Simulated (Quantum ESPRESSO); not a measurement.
## Grüneisen parameters and expansion of ZnS (F-43m)

Wanted: mode Grüneisen parameters of ZnS and a free-energy fit over volumes.

Experimental results on record:
- bulk modulus 71.4 GPa near room temperature (given in “High-Throughput Prediction of Finite-Temperature Properties using the Quasi-Harmonic Approximation”, 2016, arXiv:1603.06924)

Main program and level: Quantum ESPRESSO 7.5; DFT PBE, scalar-relativistic, plane waves, GBRV ultrasoft pseudopotentials.

The database entry behind the starting cell differs from later determinations by our own check (about 0.1 % short), so it need not match the best structure at ambient conditions.

## 1. Set-up

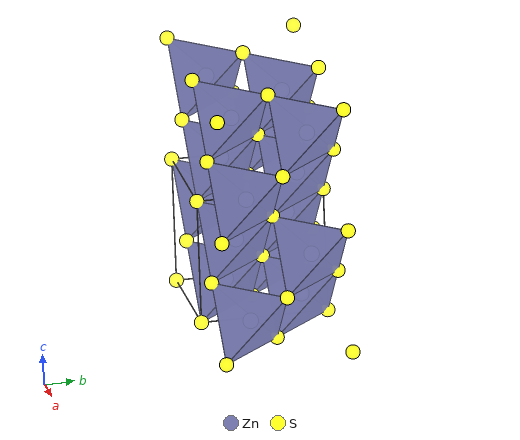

The starting structure, seen slightly off an axis (zinc blue, sulfur yellow). 2×1×2 cells are drawn. This picture shows the conventional cell, with its axes. Bonds to atoms that aren't drawn are left out. Some periodic images of atoms are drawn too.

Coordinates:

```cif
data_structure
_symmetry_space_group_name_H-M 'P 1'
_symmetry_Int_Tables_number 1
_cell_length_a 3.8212
_cell_length_b 3.8212
_cell_length_c 3.8212
_cell_angle_alpha 60.000
_cell_angle_beta 60.000
_cell_angle_gamma 60.000
_cell_volume 39.45
loop_
_atom_site_label
_atom_site_type_symbol
_atom_site_fract_x
_atom_site_fract_y
_atom_site_fract_z
_atom_site_occupancy
Zn1 Zn 0.25000 0.25000 0.25000 1
S2 S 0.00000 0.00000 0.00000 1
```

## 2. A first coarse run

A cheap single point shows whether the cell is a metal or an insulator and how far it is from rest; that sets the k-mesh and the occupations of what follows.

probe.in reads:

```
&CONTROL
  calculation = 'scf'
  prefix      = 'x'
  outdir      = './tmp'
  pseudo_dir  = './pseudo'
  tprnfor     = .true.
  tstress     = .true.
  verbosity   = 'high'
/
&SYSTEM
  ibrav       = 0
  nat         = 2
  ntyp        = 2
  ecutwfc     = 45.0
  ecutrho     = 270.0
  occupations = 'smearing'
  smearing    = 'gaussian'
  degauss     = 0.01
/
&ELECTRONS
  conv_thr         = 1.0d-07
  mixing_beta      = 0.7
  electron_maxstep = 100
/
ATOMIC_SPECIES
 Zn     65.3800  Zn.upf
 S      32.0600  S.upf
CELL_PARAMETERS angstrom
     0.000000000    2.702000000    2.702000000
     2.702000000    0.000000000    2.702000000
     2.702000000    2.702000000    0.000000000
ATOMIC_POSITIONS crystal
 Zn     0.250000000   0.250000000   0.250000000
 S      0.000000000   0.000000000   0.000000000
K_POINTS automatic
 6 6 6 0 0 0
```

The run is started by

```console
OMP_NUM_THREADS=1 mpirun -n 8 pw.x -nk 8 -in probe.in > probe.out
```

The program printed:

```text
Program PWSCF v.7.5

     This program is part of the open-source Quantum ESPRESSO suite
     for quantum simulation of materials; please cite
         "P. Giannozzi et al., J. Phys.:Condens. Matter 21 395502 (2009);
         "P. Giannozzi et al., J. Phys.:Condens. Matter 29 465901 (2017);
         "P. Giannozzi et al., J. Chem. Phys. 152 154105 (2020);
     in publications or presentations arising from this work. More details at

     Message from routine setup:
     using ibrav=0 with symmetry is DISCOURAGED, use correct ibrav instead

     G-vector sticks info
     --------------------
     sticks:   dense  smooth     PW     G-vecs:    dense   smooth      PW
     Sum         955     649    199                19891    10969    1893

     Using Slab Decomposition

     bravais-lattice index     =            0
     lattice parameter (alat)  =       7.2210  a.u.
     unit-cell volume          =     266.2457 (a.u.)^3
     number of atoms/cell      =            2
     number of atomic types    =            2
     number of electrons       =        26.00
     number of Kohn-Sham states=           17
     kinetic-energy cutoff     =      45.0000  Ry
     charge density cutoff     =     270.0000  Ry
     scf convergence threshold =      1.0E-07
     mixing beta               =       0.7000
     number of iterations used =            8  plain     mixing
     Exchange-correlation=  SLA  PW   PBX  PBC
                           (   1   4   3   4   0   0   0)

     celldm(1)=   7.221031  celldm(2)=   0.000000  celldm(3)=   0.000000
     celldm(4)=   0.000000  celldm(5)=   0.000000  celldm(6)=   0.000000

     crystal axes: (cart. coord. in units of alat)
               a(1) = (   0.000000   0.707107   0.707107 )
               a(2) = (   0.707107   0.000000   0.707107 )
               a(3) = (   0.707107   0.707107   0.000000 )

     reciprocal axes: (cart. coord. in units 2 pi/alat)
               b(1) = ( -0.707107  0.707107  0.707107 )
               b(2) = (  0.707107 -0.707107  0.707107 )
               b(3) = (  0.707107  0.707107 -0.707107 )

     PseudoPot. # 1 for Zn read from file:
     ./pseudo/Zn.upf
     Pseudo is Ultrasoft, Zval = 20.0
     Using radial grid of  943 points,  6 beta functions with:
                l(1) =   0
                l(2) =   0
                l(3) =   1
                l(4) =   1
                l(5) =   2
                l(6) =   2
     Q(r) pseudized with  8 coefficients,  rinner =    1.100   1.100   1.100
                                                       1.100   1.100

     PseudoPot. # 2 for S  read from file:
     ./pseudo/S.upf
     Pseudo is Ultrasoft + core correction, Zval =  6.0
     Using radial grid of  907 points,  6 beta functions with:
                l(1) =   0
                l(2) =   0
                l(3) =   1
                l(4) =   1
                l(5) =   2
                l(6) =   2
     Q(r) pseudized with  8 coefficients,  rinner =    1.300   1.300   1.300
                                                       1.300   1.300

     atomic species   valence    mass     pseudopotential
     Zn               20.00    65.38000     Zn( 1.00)
     S                 6.00    32.06000     S ( 1.00)

     24 Sym. Ops. (no inversion) found

                                    s                        frac. trans.

      isym =  1     identity

 cryst.   s( 1) = (     1          0          0      )
                  (     0          1          0      )
                  (     0          0          1      )

 cart.    s( 1) = (  1.0000000 -0.0000000  0.0000000 )
                  ( -0.0000000  1.0000000  0.0000000 )
                  ( -0.0000000  0.0000000  1.0000000 )

      isym =  2     180 deg rotation - cart. axis [0,0,1]

 cryst.   s( 2) = (     0          1         -1      )
                  (     1          0         -1      )
                  (     0          0         -1      )

 cart.    s( 2) = ( -1.0000000  0.0000000  0.0000000 )
                  (  0.0000000 -1.0000000  0.0000000 )
                  (  0.0000000 -0.0000000  1.0000000 )

      isym =  3     180 deg rotation - cart. axis [0,1,0]

 cryst.   s( 3) = (     0         -1          1      )
                  (     0         -1          0      )
                  (     1         -1          0      )

 cart.    s( 3) = ( -1.0000000 -0.0000000 -0.0000000 )
                  (  0.0000000  1.0000000 -0.0000000 )
                  (  0.0000000  0.0000000 -1.0000000 )

      isym =  4     180 deg rotation - cart. axis [1,0,0]

 cryst.   s( 4) = (    -1          0          0      )
                  (    -1          0          1      )
                  (    -1          1          0      )

 cart.    s( 4) = (  1.0000000  0.0000000 -0.0000000 )
                  ( -0.0000000 -1.0000000 -0.0000000 )
                  ( -0.0000000 -0.0000000 -1.0000000 )

      isym =  5     120 deg rotation - cart. axis [-1,-1,-1]

 cryst.   s( 5) = (     0          0          1      )
[...]
cart.    s( 5) = (  0.0000000  1.0000000 -0.0000000 )
[...]
isym =  6     120 deg rotation - cart. axis [-1,1,1]

 cryst.   s( 6) = (     1         -1          0      )
[...]
cart.    s( 6) = ( -0.0000000 -1.0000000 -0.0000000 )
[...]
isym =  7     120 deg rotation - cart. axis [1,1,-1]

 cryst.   s( 7) = (    -1          1          0      )
[...]
cart.    s( 7) = ( -0.0000000  1.0000000  0.0000000 )
[...]
isym =  8     120 deg rotation - cart. axis [1,-1,1]

 cryst.   s( 8) = (     0          0         -1      )
[...]
cart.    s( 8) = (  0.0000000 -1.0000000  0.0000000 )
[...]
isym =  9     120 deg rotation - cart. axis [1,1,1]

 cryst.   s( 9) = (     0          1          0      )
[...]
cart.    s( 9) = ( -0.0000000  0.0000000  1.0000000 )
[...]
isym = 10     120 deg rotation - cart. axis [-1,1,-1]

 cryst.   s(10) = (    -1          0          1      )
[...]
cart.    s(10) = (  0.0000000 -0.0000000  1.0000000 )
[...]
isym = 11     120 deg rotation - cart. axis [1,-1,-1]

 cryst.   s(11) = (     1          0         -1      )
[...]
cart.    s(11) = (  0.0000000  0.0000000 -1.0000000 )
[...]
isym = 12     120 deg rotation - cart. axis [-1,-1,1]

 cryst.   s(12) = (     0         -1          0      )
[...]
cart.    s(12) = ( -0.0000000 -0.0000000 -1.0000000 )
[...]
1.0000   1.0000   1.0000   1.0000   1.0000   0.0000   0.0000   0.0000
     0.0000

          k = 0.2357 0.2357-0.2357 (  1362 PWs)   bands (ev):

  -118.1306 -72.2997 -72.2996 -72.2996  -5.7309   0.5092   0.5092   0.5785
     0.9268   0.9268   2.8608   6.0761   6.0761  10.1802  13.7672  13.7672
    14.5683

     occupation numbers
     1.0000   1.0000   1.0000   1.0000   1.0000   1.0000   1.0000   1.0000
     1.0000   1.0000   1.0000   1.0000   1.0000   0.0000   0.0000   0.0000
     0.0000

          k =-0.3536-0.3536 0.3536 (  1380 PWs)   bands (ev):

  -118.1307 -72.2998 -72.2997 -72.2997  -5.4642   0.5302   0.5302   0.9452
     0.9452   1.1167   1.4567   5.8832   5.8832  10.0532  13.6511  13.6511
    15.6165

     occupation numbers
     1.0000   1.0000   1.0000   1.0000   1.0000   1.0000   1.0000   1.0000
     1.0000   1.0000   1.0000   1.0000   1.0000   0.0000   0.0000   0.0000
     0.0000

          k = 0.2357 0.0000-0.0000 (  1371 PWs)   bands (ev):

[...]
14.1786

     occupation numbers
[...]
0.0000

          k = 0.3536 0.1179-0.1179 (  1353 PWs)   bands (ev):

[...]
14.8141

     occupation numbers
[...]
0.0000

          k =-0.2357-0.4714 0.4714 (  1356 PWs)   bands (ev):

[...]
15.1452

     occupation numbers
[...]
0.0000

          k =-0.1179-0.3536 0.3536 (  1355 PWs)   bands (ev):

[...]
14.7630

     occupation numbers
[...]
0.0000

          k = 0.0000-0.2357 0.2357 (  1354 PWs)   bands (ev):

[...]
occupation numbers
[...]
k = 0.4714 0.0000-0.0000 (  1347 PWs)   bands (ev):

[...]
occupation numbers
[...]
k =-0.1179-0.5893 0.5893 (  1358 PWs)   bands (ev):

[...]
occupation numbers
[...]
k =-0.0000-0.4714 0.4714 (  1360 PWs)   bands (ev):

[...]
occupation numbers
[...]
k =-0.7071 0.0000 0.0000 (  1362 PWs)   bands (ev):

[...]
18.6896

     occupation numbers
[...]
0.0000

          k =-0.2357-0.4714 0.7071 (  1348 PWs)   bands (ev):

[...]
16.3521

     occupation numbers
[...]
0.0000

          k =-0.1179-0.3536 0.5893 (  1358 PWs)   bands (ev):

  -118.1306 -72.2997 -72.2997 -72.2996  -5.2298   0.5485   0.6362   0.8620
     0.9046   1.2267   2.0646   3.9440   4.8720  12.0829  12.6708  14.3537
    16.1920

     occupation numbers
     1.0000   1.0000   1.0000   1.0000   1.0000   1.0000   1.0000   1.0000
     1.0000   1.0000   1.0000   1.0000   1.0000   0.0000   0.0000   0.0000
     0.0000

          k =-0.7071 0.2357 0.0000 (  1368 PWs)   bands (ev):

  -118.1306 -72.2998 -72.2997 -72.2997  -5.1466   0.5068   0.7098   0.7975
     0.9378   1.2683   2.1694   4.1253   4.1536  11.5919  12.0865  15.7334
    15.7559

     occupation numbers
     1.0000   1.0000   1.0000   1.0000   1.0000   1.0000   1.0000   1.0000
     1.0000   1.0000   1.0000   1.0000   1.0000   0.0000   0.0000   0.0000
     0.0000

     the Fermi energy is     8.0584 ev

!    total energy              =    -485.77048375 Ry
     estimated scf accuracy    <       0.00000006 Ry
     smearing contrib. (-TS)   =      -0.00000000 Ry
     internal energy E=F+TS    =    -485.77048375 Ry

     The total energy is F=E-TS. E is the sum of the following terms:
     one-electron contribution =    -454.74984782 Ry
     hartree contribution      =     234.27739904 Ry
     xc contribution           =     -50.70272217 Ry
     ewald contribution        =    -214.59531280 Ry

     convergence has been achieved in   7 iterations

     Forces acting on atoms (cartesian axes, Ry/au):

     atom    1 type  1   force =    -0.00000000   -0.00000000   -0.00000000
     atom    2 type  2   force =     0.00000000    0.00000000    0.00000000
     The non-local contrib.  to forces
     atom    1 type  1   force =     0.00000000    0.00000000   -0.00000000
     atom    2 type  2   force =     0.00000000    0.00000000    0.00000000
     The ionic contribution  to forces
     atom    1 type  1   force =     0.00000000   -0.00000000    0.00000000
     atom    2 type  2   force =     0.00000000    0.00000000    0.00000000
     The local contribution  to forces
     atom    1 type  1   force =    -0.00000000   -0.00000000   -0.00000000
     atom    2 type  2   force =     0.00000000    0.00000000   -0.00000000
     The core correction contribution to forces
     atom    1 type  1   force =     0.00000000    0.00000000    0.00000000
     atom    2 type  2   force =    -0.00000000   -0.00000000   -0.00000000
     The Hubbard contrib.    to forces
     atom    1 type  1   force =     0.00000000    0.00000000    0.00000000
     atom    2 type  2   force =     0.00000000    0.00000000    0.00000000
     The SCF correction term to forces
     atom    1 type  1   force =    -0.00000000   -0.00000000    0.00000000
     atom    2 type  2   force =    -0.00000000   -0.00000000   -0.00000000

     Total force =     0.000000     Total SCF correction =     0.000000

     Computing stress (Cartesian axis) and pressure

          total   stress  (Ry/bohr**3)                   (kbar)     P=       19.11
   0.00012990  -0.00000000   0.00000000           19.11       -0.00        0.00
  -0.00000000   0.00012990   0.00000000           -0.00       19.11        0.00
   0.00000000   0.00000000   0.00012990            0.00        0.00       19.11

     kinetic stress (kbar)  17671.42      0.00     -0.00
                                0.00  17671.42     -0.00
                               -0.00     -0.00  17671.42

     local   stress (kbar) -13548.79      0.00      0.00
                                0.00 -13548.79      0.00
                                0.00      0.00 -13548.79

     nonloc. stress (kbar)    708.05      0.00      0.00
                                0.00    708.05      0.00
                                0.00      0.00    708.05

     hartree stress (kbar)  43147.35      0.00      0.00
                                0.00  43147.35      0.00
                                0.00      0.00  43147.35

     exc-cor stress (kbar)  -6283.80      0.00     -0.00
                                0.00  -6283.80     -0.00
                               -0.00     -0.00  -6283.80

     corecor stress (kbar)  -2152.68     -0.00      0.00
                               -0.00  -2152.68     -0.00
                                0.00     -0.00  -2152.68

     ewald   stress (kbar) -39522.46     -0.00      0.00
                               -0.00 -39522.46      0.00
                                0.00      0.00 -39522.46

     hubbard stress (kbar)      0.00      0.00      0.00
                                0.00      0.00      0.00
                                0.00      0.00      0.00

     DFT-D   stress (kbar)      0.00      0.00      0.00
[...]
XDM     stress (kbar)      0.00      0.00      0.00
[...]
dft-nl  stress (kbar)      0.00      0.00      0.00
                                0.00      0.00      0.00
                                0.00      0.00      0.00

     TS-vdW  stress (kbar)      0.00      0.00      0.00
                                0.00      0.00      0.00
                                0.00      0.00      0.00

     MDB     stress (kbar)      0.00      0.00      0.00
                                0.00      0.00      0.00
                                0.00      0.00      0.00

     3D-RISM stress (kbar)      0.00      0.00      0.00
                                0.00      0.00      0.00
                                0.00      0.00      0.00

     Writing all to output data dir ./tmp/x.save/ :
     XML data file, charge density, pseudopotentials, collected wavefunctions

   JOB DONE.
```

Wall time 2.1 s (8 MPI ranks of Arm Neoverse V1, shared host); 16 s of CPU time.

This step gave:

| Item | Value |
| --- | --- |
| volume per atom | 19.73 Å³ |
| pressure | 1.911 GPa |
| gap on the k-mesh | 2.104 eV |

The start is under 1.9 GPa at this level and looks like an insulator or semiconductor on this mesh.

[end of part 1 of 8]

[Logs are printed without paths, hosts, clocks, repeated set-up lines and the standing remarks that a program may print on its own settings, such as how far it seeks lower states.]

[Hosts, paths, dates, database ids (printed as entryN), source tags and the programs' standing remarks are cut or masked in the printed files.]

[A step with changed settings may run another functional than the one named; its input shows which.]

[Of the runs on displaced cells, only some may be shown.]
